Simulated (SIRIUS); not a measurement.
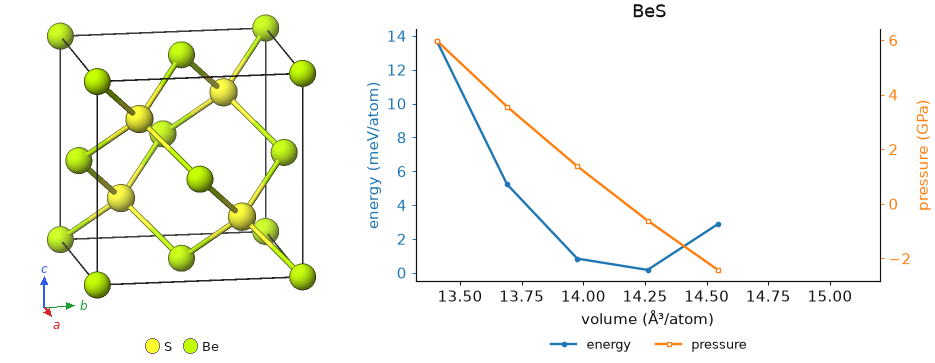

The picture above shows the energy and pressure against volume for BeS, space group F-43m (No. 216). The conventional cell is drawn beside the plot.

Cell as given: a = 3.429 Å, b = 3.429 Å, c = 3.429 Å, α = 60.00°, β = 60.00°, γ = 60.00°; 2 atoms.

How it was computed, with SIRIUS 7.12.0: plane-wave DFT, no spin polarisation; energies at scaled volumes of the given cell, shape and fractions fixed, counted from the fit's minimum, third-order Birch-Murnaghan fit. Level: PBEsol.

- k mesh: 9×9×9
- occupations: Fermi–Dirac
- smearing width: 0.05 eV
- potentials: dojo sr pbesol 0.4.1 standard
- wave cutoff: 1202 eV
- density cutoff: 4809 eV

The points at volume 14.83 Å³/atom and 15.12 Å³/atom are left out of the plot. What values does the calculation give there?

```json
{"volume (Å³/atom)": "14.83", "energy (meV/atom)": "8.66", "pressure (GPa)": "-4.07"}
{"volume (Å³/atom)": "15.12", "energy (meV/atom)": "17.23", "pressure (GPa)": "-5.56"}
```
